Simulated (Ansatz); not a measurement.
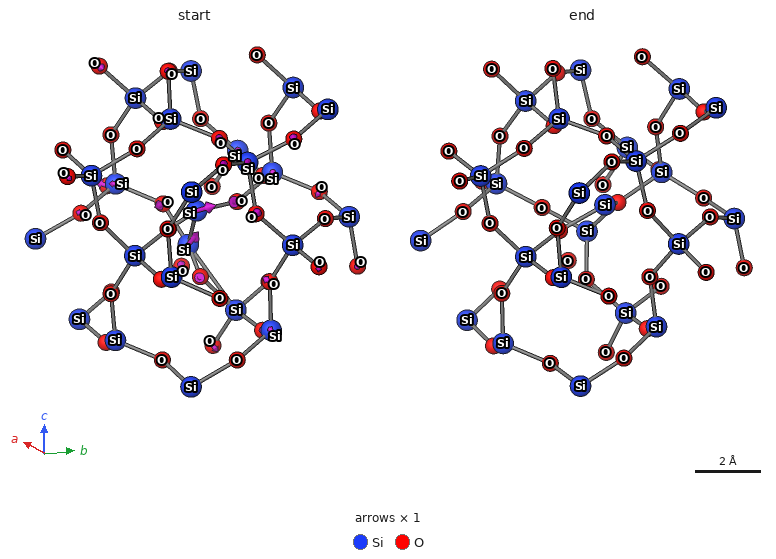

The structure of a defect cell of composition Si₂₅O₄₈ (cell charge +1) before (left) and after (right) a relaxation, at one scale. The purple arrows give the displacements, at their true length.

A ball-and-stick model of the atoms within 5.8 Å of the atom that moves most (axes of the cell of the calculation (origin shifted)), seen from a free direction.

Theory: DFT, PBEsol, PAW, plane waves in Ansatz 0.2.0. Settings: plane-wave cutoff 420 eV; k-point mesh 1 × 1 × 1; mesh shifted by (0.25, 0.25, 0.25); collinear spin; atoms relaxed in a fixed cell; force threshold 0.03 eV/Å; at most 80 steps.

Summarise the run.

Answer. A Si atom moves most: 0.75 Å along [1 3 0]. Largest moves by element: Si 0.75 Å, O 0.52 Å. The cell stays as it was. Among the contacts that change: O–Si 2.418 → 3.410 Å, Si–Si 2.445 → 3.143 Å, O–Si 2.368 → 1.782 Å, O–Si 1.086 → 1.627 Å. New bonds form, among them: O–Si (2.37 → 1.78 Å). Bond angles that change, for instance: O–Si–O 154.2° → 99.3°, Si–O–Si 155.8° → 117.1°, O–Si–O 147.1° → 111.5°. Over 13 geometry steps the energy falls by 25.557 eV per cell of the calculation. The largest force component goes from 55 to 0.028 eV/Å. The run took 22 s on 1 × NVIDIA GB300 Max-Q with 8 threads of Arm Neoverse-V2, peak memory 1.9 GiB.

Limits of the set-up: the cell is charged, on a uniform background, and energies carry no finite-size correction.
